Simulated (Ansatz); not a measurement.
# Run report: B₂₄N₂₃, single-point calculation (part 1 of 2)

The run: single-point calculation of B₂₄N₂₃ (defect cell, 47 atoms in the cell). Method and program: DFT PBE, scalar-relativistic, plane waves, PAW, spin-polarised (Ansatz 0.2.0).

The structure derives from an entry of the Crystallography Open Database.

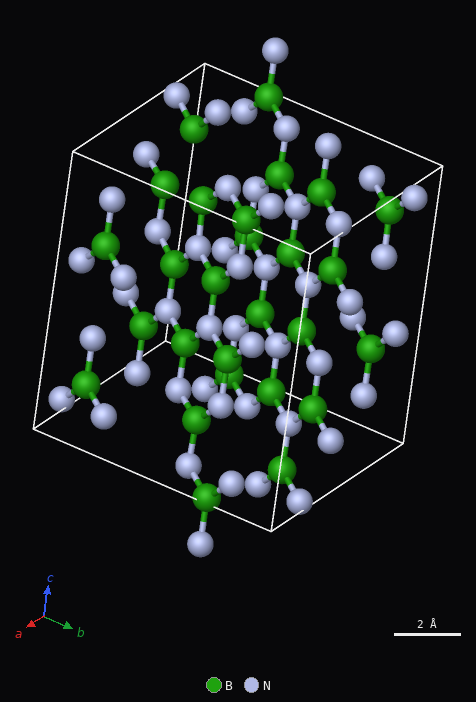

Figure 1. The structure as given in the input (ball-and-stick view of the cell of the calculation, seen at an oblique angle; bonded neighbours outside the cell are drawn too). An atom can appear more than once, as a periodic image.

Input file:
```yaml
crystal:
  lattice:
    - [3.74736, -2.163539, -6.6357]
    - [3.74736, -2.163539, 6.6357]
    - [-7.49472, -4.327079, 0.0]
  atoms:
    - { symbol: B, position: [0.7079427615, 0.9582568789, 0.8331790128] }
    - { symbol: B, position: [0.2085213868, 0.4575974773, 0.833190539] }
    - { symbol: B, position: [0.3749884708, 0.6245921307, 0.6665821433] }
    - { symbol: B, position: [0.8749247152, 0.1246065038, 0.666567878] }
    - { symbol: B, position: [0.0411663995, 0.2916108285, 0.4999255913] }
    - { symbol: B, position: [0.5415764679, 0.7911925969, 0.4999147961] }
    - { symbol: B, position: [0.7078571555, 0.9581755576, 0.3331835958] }
    - { symbol: B, position: [0.2076860492, 0.4583245998, 0.3331949055] }
    - { symbol: B, position: [0.3740808004, 0.6252066923, 0.1664513114] }
    - { symbol: B, position: [0.8746180877, 0.1246554472, 0.1664356291] }
    - { symbol: B, position: [0.0411615198, 0.2915869151, -0.0002062652] }
    - { symbol: B, position: [0.5413959215, 0.7913411329, -0.0002302469] }
    - { symbol: B, position: [0.6118316279, 0.3602416323, 0.8331900123], spin: 0.2 }
    - { symbol: B, position: [0.1245988244, 0.8741750589, 0.8332800117] }
    - { symbol: B, position: [0.3078634732, 0.0562552247, 0.6811805564], spin: 0.2 }
    - { symbol: B, position: [0.788997931, 0.5390097462, 0.6673368493] }
    - { symbol: B, position: [0.9635338695, 0.7128605118, 0.5033691362] }
    - { symbol: B, position: [0.458407642, 0.2097880461, 0.4986602819] }
    - { symbol: B, position: [0.6244337105, 0.3757506693, 0.3292651326] }
    - { symbol: B, position: [0.1289181168, 0.8794162928, 0.3373699707] }
    - { symbol: B, position: [0.2924342503, 0.0437109111, 0.1632218182] }
    - { symbol: B, position: [0.7937456421, 0.5437010586, 0.1679322107] }
    - { symbol: B, position: [0.9551908325, 0.7046302239, -0.0007708159] }
    - { symbol: B, position: [0.457096559, 0.211106776, -0.0143446166], spin: 0.2 }
    - { symbol: "N", position: [0.9572819447, 0.7065878406, 0.833293379] }
    - { symbol: "N", position: [0.1344560484, 0.8826640496, 0.6720085202], spin: 0.2 }
    - { symbol: "N", position: [0.6200003658, 0.3707256576, 0.6689626752], spin: 0.2 }
    - { symbol: "N", position: [0.792364581, 0.5425136328, 0.4999719462] }
    - { symbol: "N", position: [0.2972496385, 0.0483029049, 0.5076739053], spin: 0.2 }
    - { symbol: "N", position: [0.4581161021, 0.2100085831, 0.3311745705] }
    - { symbol: "N", position: [0.9612887676, 0.7110743801, 0.3353919894] }
    - { symbol: "N", position: [0.1254657292, 0.8759851475, 0.1666185723] }
    - { symbol: "N", position: [0.6226040846, 0.3741935613, 0.1589714061], spin: 0.2 }
    - { symbol: "N", position: [0.7853374356, 0.5337951035, -0.002449784], spin: 0.2 }
    - { symbol: "N", position: [0.2940025731, 0.0455239095, -0.0054022787], spin: 0.2 }
    - { symbol: "N", position: [0.8754490589, 0.1241456845, 0.8331941977] }
    - { symbol: "N", position: [0.3746190548, 0.6249113178, 0.8331806855] }
    - { symbol: "N", position: [0.5421354809, 0.79052325, 0.6664599791] }
    - { symbol: "N", position: [0.0409209669, 0.2916898324, 0.6664505867] }
    - { symbol: "N", position: [0.2078733727, 0.4582018329, 0.4998450086] }
    - { symbol: "N", position: [0.7081345351, 0.9578995454, 0.4998373522] }
    - { symbol: "N", position: [0.8745107033, 0.1248965866, 0.3331870581] }
    - { symbol: "N", position: [0.3743429909, 0.625053448, 0.3331890331] }
    - { symbol: "N", position: [0.5410437163, 0.7917023766, 0.1665175496] }
    - { symbol: "N", position: [0.0410813719, 0.2916355097, 0.1665325003] }
    - { symbol: "N", position: [0.2071648597, 0.458894403, -7.95487e-05] }
    - { symbol: "N", position: [0.7085415169, 0.9575214346, -0.0001131783] }
magnetization:
  spin_polarized: true
basis:
  ecutwfc: 420
  fft_grid_basis: typed
kpoints:
  mp_grid: { grid: [2, 2, 2] }
hamiltonian:
  xc: pbe
  pseudopotentials: { kind: paw }
scf:
  occupations: { method: gaussian, width: 0.05 }
output:
  forces: true
  stress: false
  eigenvalues: true
  bader: true
  write_density: true
  volumetric_format: npy
  populations: true
```

Run on 4 threads of Arm Neoverse V1, 24 GiB of memory available, shared host.

Launch command:
```bash
ansatz run input.yaml --threads 4 --pin off --max-ram 10240MiB --backend cpu --events-out ev --progress --plain --runs-dir out
```

Output:
```
Engine: ansatz 0.2.0, aarch64-unknown-linux-gnu
Pseudopotentials: kind: paw
Pseudopotential: B, paw, valence charge 3, recommended cutoff 420 eV (normal), B.paw.azcp
Pseudopotential: N, paw, valence charge 5, recommended cutoff 420 eV (normal), N.paw.azcp
Functional definition: PBE
  parameter kappa = 0.804
  parameter beta = 0.06672455060314922
  exchange = pbe_x(kappa = kappa, mu = beta*pi^2/3)
  correlation = pbe_c(beta = beta)
Crystal: 47 atoms, lattice volume = 430.395 Å³
Basis set: ecut = 420 eV, 8413 PW (Γ), exchange–correlation on 108×108×120 points (8 copies of the dense FFT grid, shifted against one another)
Bands: 142, of which v1, the nominal top of the filled ones, is band 94 counted from 1 (93 counted from 0)
Symmetry: 1 space group operations
Space group: P1 (ITA 1), of the structure as read, at distance tolerance 7.6e-5 Å
Magnetic group: BNS 1.1 (UNI 1), of the structure as read, at distance tolerance 7.6e-5 Å
k-points: 8
Non-local potential: B, projectors of the file, l = 0: 2, l = 1: 2, l = 2: 1
Non-local potential: N, projectors of the file, l = 0: 2, l = 1: 2, l = 2: 1
PAW form: soft (Blöchl's): semilocal exchange-correlation on the pseudo side does not see the compensation charge
PAW one-centre angular grid: B, 110 points (default); XC on 64 Gauss nodes
PAW one-centre angular grid: N, 110 points (default); XC on 64 Gauss nodes
Starting moments: Σ|m| = 1.8 μB on 9 of 47 sites
Initial wavefunctions: pseudopotential atomic-orbital guess
Functional: x = pbe(κ = 0.804, μ = 0.2195149727645171), c = pbe(β = 0.06672455060314922)
SCF iter   1: F=—  HF=-12655.847671 eV  |F-HF|=—  |Δ(HF+E_count)|=         —  Δρ=7.31e-2 (↑6.88e-2 ↓7.31e-2)  dr2=8.54e1  dr2_m=1.35e-1  M=0.504 μB ∫|m|=0.567 μB  β_m=0.30  ethr=3.10e-3  ⟨swp⟩=6.1  Hψ=10340  notcnv=0  defer=252
preconditioner: auto → Kerker (q_TF=auto, 2.374 Å⁻¹)  [metal: Δε(μ)=0.030 eV  Ē_g=16.625 eV  σ=0.050 eV  W_gap=0.33  n_scr=90 (ndim 8)  ℏωp=24.5 eV  f_vac=0.000  D(μ)=7.00/eV (n_scr^D=40)]
spin=Collinear: Kerker preconditioning applied to the charge; magnetization (m = ρ↑ − ρ↓) channel mixes plain (no charge-response kernel on spin).
SCF iter   2: F=—  HF=-12639.078581 eV  |F-HF|=—  |Δ(HF+E_count)|=    1.68e1  Δρ=4.64e-2 (↑4.37e-2 ↓4.64e-2)  dr2=3.62e1  dr2_m=7.01e-2  M=0.500 μB ∫|m|=0.545 μB  β_m=0.30  ethr=3.10e-3  ⟨swp⟩=2.1  Hψ=4200  notcnv=0  defer=683
SCF iter   3: F=—  HF=-12628.085321 eV  |F-HF|=—  |Δ(HF+E_count)|=    1.10e1  Δρ=2.07e-2 (↑2.07e-2 ↓2.05e-2)  dr2=6.32e0  dr2_m=3.78e-2  M=0.500 μB ∫|m|=0.538 μB  β_m=0.30  ethr=3.10e-3  ⟨swp⟩=3.1  Hψ=3835  notcnv=0  defer=685
SCF iter   4: F=—  HF=-12625.894013 eV  |F-HF|=—  |Δ(HF+E_count)|=    2.19e0  Δρ=5.78e-3 (↑5.42e-3 ↓5.78e-3)  dr2=5.48e-1  dr2_m=2.04e-2  M=0.500 μB ∫|m|=0.531 μB  β_m=0.30  ethr=3.10e-3  ⟨swp⟩=2.9  Hψ=4035  notcnv=0  defer=697
SCF iter   5: F=—  HF=-12625.913499 eV  |F-HF|=—  |Δ(HF+E_count)|=   1.95e-2  Δρ=5.12e-3 (↑4.99e-3 ↓5.12e-3)  dr2=3.32e-1  dr2_m=1.14e-2  M=0.500 μB ∫|m|=0.530 μB  β_m=0.30  ethr=2.93e-4  ⟨swp⟩=1.8  Hψ=1736  notcnv=0  defer=697
SCF iter   6: F=—  HF=-12626.074092 eV  |F-HF|=—  |Δ(HF+E_count)|=   1.61e-1  Δρ=1.86e-3 (↑1.86e-3 ↓1.57e-3)  dr2=1.57e-2  dr2_m=6.36e-3  M=0.500 μB ∫|m|=0.535 μB  β_m=0.30  ethr=1.77e-4  ⟨swp⟩=3.6  Hψ=2888  notcnv=0  defer=698
SCF iter   7: F=—  HF=-12626.083890 eV  |F-HF|=—  |Δ(HF+E_count)|=   9.80e-3  Δρ=1.38e-3 (↑1.38e-3 ↓1.29e-3)  dr2=9.50e-3  dr2_m=3.63e-3  M=0.501 μB ∫|m|=0.535 μB  β_m=0.30  ethr=8.38e-6  ⟨swp⟩=1.6  Hψ=1998  notcnv=0  defer=697
Mixer restart at iter 7: flushing history
spin-set hold released at iteration 7 (site moments contracting): the magnetisation degrees of freedom join the quasi-Newton model from the next iteration; the mixer history was flushed
SCF iter   8: F=—  HF=-12626.088586 eV  |F-HF|=—  |Δ(HF+E_count)|=   4.70e-3  Δρ=1.04e-3 (↑1.04e-3 ↓9.78e-4)  dr2=6.73e-3  dr2_m=2.11e-3  M=0.502 μB ∫|m|=0.540 μB  β_m=0.65  ethr=5.08e-6  ⟨swp⟩=1.1  Hψ=1576  notcnv=0  defer=697
SCF iter   9: F=—  HF=-12626.096629 eV  |F-HF|=—  |Δ(HF+E_count)|=   8.04e-3  Δρ=1.70e-4 (↑1.58e-4 ↓1.70e-4)  dr2=1.56e-3  dr2_m=3.07e-5  M=0.513 μB ∫|m|=0.574 μB  β_m=0.82  ethr=3.60e-6  ⟨swp⟩=2.0  Hψ=3072  notcnv=0  defer=697
SCF iter  10: F=—  HF=-12626.096727 eV  |F-HF|=—  |Δ(HF+E_count)|=   9.84e-5  Δρ=1.00e-4 (↑1.00e-4 ↓9.72e-5)  dr2=6.28e-4  dr2_m=3.68e-6  M=0.523 μB ∫|m|=0.592 μB  β_m=0.86  ethr=8.33e-7  ⟨swp⟩=2.0  Hψ=2372  notcnv=0  defer=697
SCF iter  11: F=—  HF=-12626.096560 eV  |F-HF|=—  |Δ(HF+E_count)|=   1.67e-4  Δρ=5.40e-5 (↑5.26e-5 ↓5.40e-5)  dr2=1.62e-4  dr2_m=2.79e-6  M=0.534 μB ∫|m|=0.607 μB  β_m=0.93  ethr=3.36e-7  ⟨swp⟩=2.1  Hψ=2693  notcnv=0  defer=697
SCF iter  12: F=—  HF=-12626.096534 eV  |F-HF|=—  |Δ(HF+E_count)|=   2.56e-5  Δρ=2.91e-5 (↑2.46e-5 ↓2.91e-5)  dr2=3.54e-5  dr2_m=5.27e-7  M=0.540 μB ∫|m|=0.614 μB  β_m=0.96  ethr=8.65e-8  ⟨swp⟩=2.0  Hψ=2511  notcnv=0  defer=697
SCF iter  13: F=—  HF=-12626.096530 eV  |F-HF|=—  |Δ(HF+E_count)|=   4.70e-6  Δρ=1.27e-5 (↑1.21e-5 ↓1.27e-5)  dr2=8.40e-6  dr2_m=4.51e-8  M=0.544 μB ∫|m|=0.617 μB  β_m=0.98  ethr=1.89e-8  ⟨swp⟩=2.1  Hψ=3428  notcnv=0  defer=697
SCF iter  14: F=—  HF=-12626.096528 eV  |F-HF|=—  |Δ(HF+E_count)|=   1.38e-6  Δρ=1.09e-5 (↑1.09e-5 ↓9.53e-6)  dr2=3.78e-6  dr2_m=2.96e-8  M=0.546 μB ∫|m|=0.618 μB  β_m=0.91  ethr=4.49e-9  ⟨swp⟩=2.0  Hψ=3016  notcnv=0  defer=697
SCF iter  15: F=—  HF=-12626.096528 eV  |F-HF|=—  |Δ(HF+E_count)|=   6.53e-7  Δρ=4.59e-6 (↑3.65e-6 ↓4.59e-6)  dr2=4.39e-7  dr2_m=4.15e-8  M=0.547 μB ∫|m|=0.620 μB  β_m=0.95  ethr=2.02e-9  ⟨swp⟩=2.0  Hψ=3010  notcnv=0  defer=697
SCF iter  16: F=—  HF=-12626.096528 eV  |F-HF|=—  |Δ(HF+E_count)|=   3.24e-7  Δρ=2.81e-6 (↑2.66e-6 ↓2.81e-6)  dr2=5.33e-8  dr2_m=2.59e-8  M=0.548 μB ∫|m|=0.621 μB  β_m=0.98  ethr=5.35e-11  ⟨swp⟩=19.5  Hψ=19686  notcnv=0
SCF iter  17: F=—  HF=-12626.096528 eV  |F-HF|=—  |Δ(HF+E_count)|=   3.59e-7  Δρ=2.74e-6 (↑2.74e-6 ↓2.74e-6)  dr2=1.10e-8  dr2_m=2.78e-8  M=0.550 μB ∫|m|=0.623 μB  β_m=0.99  ethr=2.85e-11  ⟨swp⟩=4.8  Hψ=7807  notcnv=0
SCF iter  18: F=—  HF=-12626.096529 eV  |F-HF|=—  |Δ(HF+E_count)|=   1.57e-7  Δρ=2.83e-6 (↑2.75e-6 ↓2.83e-6)  dr2=5.73e-9  dr2_m=2.98e-8  M=0.551 μB ∫|m|=0.624 μB  β_m=0.99  ethr=5.90e-12  ⟨swp⟩=4.3  Hψ=5810  notcnv=0
SCF iter  19: F=—  HF=-12626.096529 eV  |F-HF|=—  |Δ(HF+E_count)|=   2.26e-7  Δρ=2.98e-6 (↑2.86e-6 ↓2.98e-6)  dr2=6.17e-9  dr2_m=3.27e-8  M=0.551 μB ∫|m|=0.625 μB  β_m=1.00  ethr=3.06e-12  ⟨swp⟩=4.5  Hψ=6440  notcnv=0
SCF iter  20: F=-12626.096531 eV  HF=-12626.096531 eV  |F-HF|=2.08e-7  |Δ(HF+E_count)|=   1.89e-6  Δρ=4.42e-6 (↑4.27e-6 ↓4.42e-6)  dr2=8.39e-9  dr2_m=7.33e-8  M=0.558 μB ∫|m|=0.631 μB  β_m=1.00  ethr=3.06e-12  ⟨swp⟩=7.4  Hψ=9698  notcnv=0
SCF iter  21: F=-12626.096539 eV  HF=-12626.096538 eV  |F-HF|=1.18e-6  |Δ(HF+E_count)|=   7.49e-6  Δρ=1.05e-5 (↑1.02e-5 ↓1.05e-5)  dr2=4.12e-8  dr2_m=4.14e-7  M=0.571 μB ∫|m|=0.645 μB  β_m=1.00  ethr=3.06e-12  ⟨swp⟩=8.4  Hψ=10563  notcnv=0
SCF iter  22: F=-12626.096592 eV  HF=-12626.096581 eV  |F-HF|=1.11e-5  |Δ(HF+E_count)|=   4.25e-5  Δρ=3.18e-5 (↑3.12e-5 ↓3.18e-5)  dr2=2.27e-7  dr2_m=3.87e-6  M=0.601 μB ∫|m|=0.676 μB  β_m=1.00  ethr=3.06e-12  ⟨swp⟩=9.9  Hψ=11362  notcnv=0
SCF iter  23: F=-12626.096740 eV  HF=-12626.096696 eV  |F-HF|=4.42e-5  |Δ(HF+E_count)|=   1.16e-4  Δρ=6.31e-5 (↑6.20e-5 ↓6.31e-5)  dr2=7.11e-7  dr2_m=1.53e-5  M=0.637 μB ∫|m|=0.713 μB  β_m=1.00  ethr=3.06e-12  ⟨swp⟩=5.8  Hψ=6976  notcnv=0
SCF iter  24: F=-12626.097173 eV  HF=-12626.097066 eV  |F-HF|=1.07e-4  |Δ(HF+E_count)|=   3.69e-4  Δρ=9.76e-5 (↑9.56e-5 ↓9.76e-5)  dr2=1.08e-6  dr2_m=3.65e-5  M=0.696 μB ∫|m|=0.775 μB  β_m=0.58  ethr=3.06e-12  ⟨swp⟩=6.4  Hψ=7721  notcnv=0
SCF iter  25: F=-12626.097534 eV  HF=-12626.097510 eV  |F-HF|=2.41e-5  |Δ(HF+E_count)|=   4.44e-4  Δρ=6.99e-5 (↑6.99e-5 ↓6.48e-5)  dr2=8.76e-6  dr2_m=1.66e-5  M=0.747 μB ∫|m|=0.838 μB  β_m=0.36  ethr=3.06e-12  ⟨swp⟩=6.6  Hψ=8808  notcnv=0
SCF iter  26: F=-12626.097527 eV  HF=-12626.097506 eV  |F-HF|=2.16e-5  |Δ(HF+E_count)|=   4.63e-6  Δρ=4.59e-5 (↑4.54e-5 ↓4.59e-5)  dr2=1.03e-6  dr2_m=8.01e-6  M=0.738 μB ∫|m|=0.824 μB  β_m=0.36  ethr=3.06e-12  ⟨swp⟩=5.9  Hψ=7211  notcnv=0  recentre
SCF iter  27: F=-12626.097545 eV  HF=-12626.097539 eV  |F-HF|=5.70e-6  |Δ(HF+E_count)|=   3.33e-5  Δρ=3.23e-5 (↑3.02e-5 ↓3.23e-5)  dr2=3.31e-6  dr2_m=3.36e-6  M=0.746 μB ∫|m|=0.837 μB  β_m=0.68  ethr=3.06e-12  ⟨swp⟩=5.9  Hψ=7034  notcnv=0
SCF iter  28: F=-12626.097547 eV  HF=-12626.097547 eV  |F-HF|=6.35e-7  |Δ(HF+E_count)|=   7.85e-6  Δρ=1.72e-5 (↑1.37e-5 ↓1.72e-5)  dr2=2.30e-6  dr2_m=6.43e-7  M=0.745 μB ∫|m|=0.835 μB  β_m=0.84  ethr=3.06e-12  ⟨swp⟩=4.0  Hψ=5479  notcnv=0  defer=1
SCF iter  29: F=-12626.097548 eV  HF=-12626.097549 eV  |F-HF|=7.95e-7  |Δ(HF+E_count)|=   2.43e-6  Δρ=1.00e-5 (↑8.78e-6 ↓1.00e-5)  dr2=1.66e-6  dr2_m=7.50e-8  M=0.744 μB ∫|m|=0.833 μB  β_m=0.90  ethr=3.06e-12  ⟨swp⟩=4.0  Hψ=5453  notcnv=0  defer=1
SCF iter  30: F=-12626.097548 eV  HF=-12626.097549 eV  |F-HF|=8.18e-7  |Δ(HF+E_count)|=   4.82e-8  Δρ=8.69e-6 (↑8.55e-6 ↓8.69e-6)  dr2=1.54e-6  dr2_m=4.86e-8  M=0.744 μB ∫|m|=0.833 μB  β_m=0.95  ethr=3.06e-12  ⟨swp⟩=3.0  Hψ=4137  notcnv=0  defer=1
SCF iter  31: F=-12626.097549 eV  HF=-12626.097549 eV  |F-HF|=5.88e-7  |Δ(HF+E_count)|=   5.10e-8  Δρ=8.48e-6 (↑8.48e-6 ↓8.00e-6)  dr2=1.16e-6  dr2_m=4.51e-8  M=0.744 μB ∫|m|=0.833 μB  β_m=0.97  ethr=3.06e-12  ⟨swp⟩=3.0  Hψ=3971  notcnv=0  defer=1
SCF iter  32: F=-12626.097549 eV  HF=-12626.097549 eV  |F-HF|=1.19e-7  |Δ(HF+E_count)|=   4.93e-8  Δρ=3.91e-6 (↑3.91e-6 ↓3.50e-6)  dr2=2.59e-7  dr2_m=1.02e-8  M=0.744 μB ∫|m|=0.833 μB  β_m=0.94  ethr=3.06e-12  ⟨swp⟩=3.6  Hψ=4683  notcnv=0  defer=1
SCF iter  33: F=-12626.097549 eV  HF=-12626.097549 eV  |F-HF|=2.74e-8  |Δ(HF+E_count)|=   2.06e-8  Δρ=1.49e-6 (↑1.36e-6 ↓1.49e-6)  dr2=6.65e-8  dr2_m=1.02e-9  M=0.744 μB ∫|m|=0.833 μB  β_m=0.96  ethr=3.06e-12  ⟨swp⟩=7.9  Hψ=10964  notcnv=0
SCF iter  34: F=-12626.097549 eV  HF=-12626.097549 eV  |F-HF|=1.05e-8  |Δ(HF+E_count)|=  2.22e-10  Δρ=5.25e-7 (↑4.90e-7 ↓5.25e-7)  dr2=2.10e-8  dr2_m=1.05e-10  M=0.744 μB ∫|m|=0.833 μB  ethr=3.06e-12  ⟨swp⟩=3.0  Hψ=5210  notcnv=0
SCF 1 converged in 34 iterations: F = -12626.097549 eV  dr2 = 2.10e-8
  greatest PAW one-centre occupation: 0.799 electrons in one spin orbital (limit 2), on the N atom at site 35 (counted from 0), in its partial waves of l = 0
```

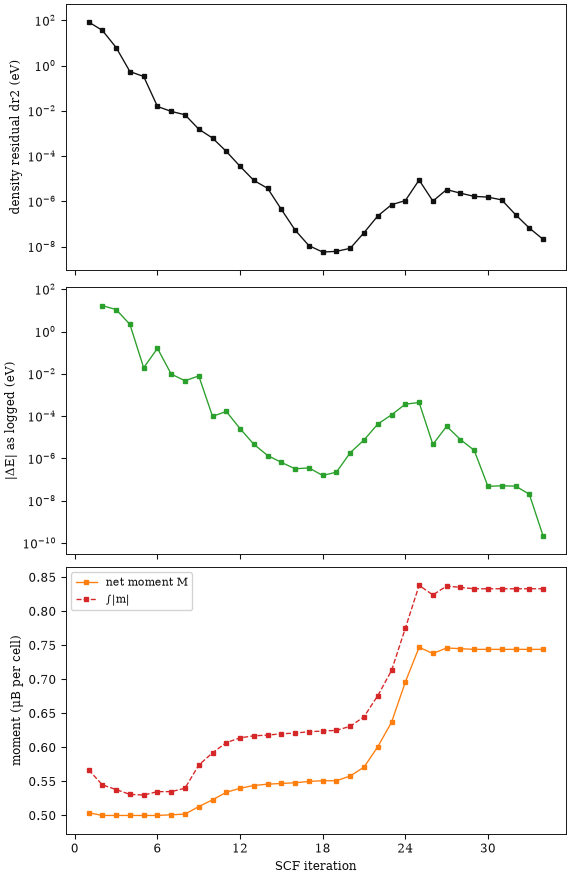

Figure 2. Convergence of the self-consistent field: density residual dr2, size of the energy change and magnetic moment against the SCF iteration. The residual falls unevenly and jumps up by a factor of two or more 5 times on the way down. The net moment goes from 0.5 to 0.7 μB per cell.

```
at 12 of the mixer's solves, the last at iteration 30, it left a direction of its history that read negative out of its fit and stepped the other way along it
SCF converged after 34 iterations
Magnetization: 0.7441 μB (93.8720 up, 93.1280 down)
Absolute magnetization: 0.8349 μB (∫|ρ↑−ρ↓|, with the PAW one-centre terms)
Spin contamination: 0.0029 ħ² per cell (⟨S²⟩ above its minimum at these occupations)
```
